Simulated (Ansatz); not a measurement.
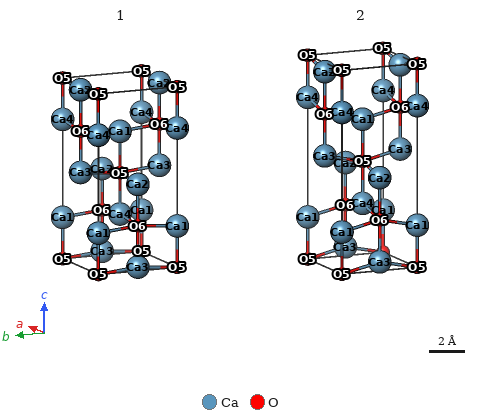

Two geometries of a crystal of Ca2O (built on the anatase_141 type) (coarse preliminary run), drawn at one scale. One is the start of a relaxation, the other its converged end. A ball-and-stick model of the conventional cell (2 times the calculation's cell), seen from a free direction. Lengths and directions refer to the drawn axes.

These are results of DFT PBE, scalar-relativistic, plane waves, PAW (Ansatz), not measurements. Settings: plane-wave cutoff 420 eV; k-point mesh 6 × 6 × 6; occupations gaussian; smearing width 0.1 eV; no spin polarisation; cell and atoms relaxed; force threshold 0.04 eV/Å; at most 70 steps.

Question: Which geometry has the lower energy?

Answer: Structure 1 is the relaxed one. Case: anti-anatase type (I4_1/amd, No. 141). The largest moves relative to the cell, 0.24 Å, are those of Ca1, Ca2, Ca3 and Ca4. Ca3 goes along −c. O stays in place. The volume changes by −2.8 %, with a = b 4.738 → 4.961 Å (+4.7 %), c 11.910 → 10.556 Å (−11.4 %). Near-neighbour distances that change, for instance: Ca1–Ca3 3.064 → 3.311 Å, Ca1–O6 2.425 → 2.490 Å, Ca1–O5 2.461 → 2.416 Å, Ca1–Ca4 3.506 → 3.536 Å. Among the angles between lasting bonds that change: Ca2–O5–Ca2 155.4° → 169.7°, O6–Ca4–O6 155.4° → 169.7°, Ca1–O5–Ca2 102.3° → 95.1°. The space group stays I4_1/amd (No. 141). After 5 accepted moves (7 points after the start) the energy has fallen by 0.459 eV per cell of the calculation. The largest force component goes from 0.7 to 0.015 eV/Å. The pressure goes from 0.20 to 0.20 GPa. At 2 points the geometry stayed and the basis and grid were re-selected for the new cell (energy shift of 5.9 meV per cell of the calculation at most each time).
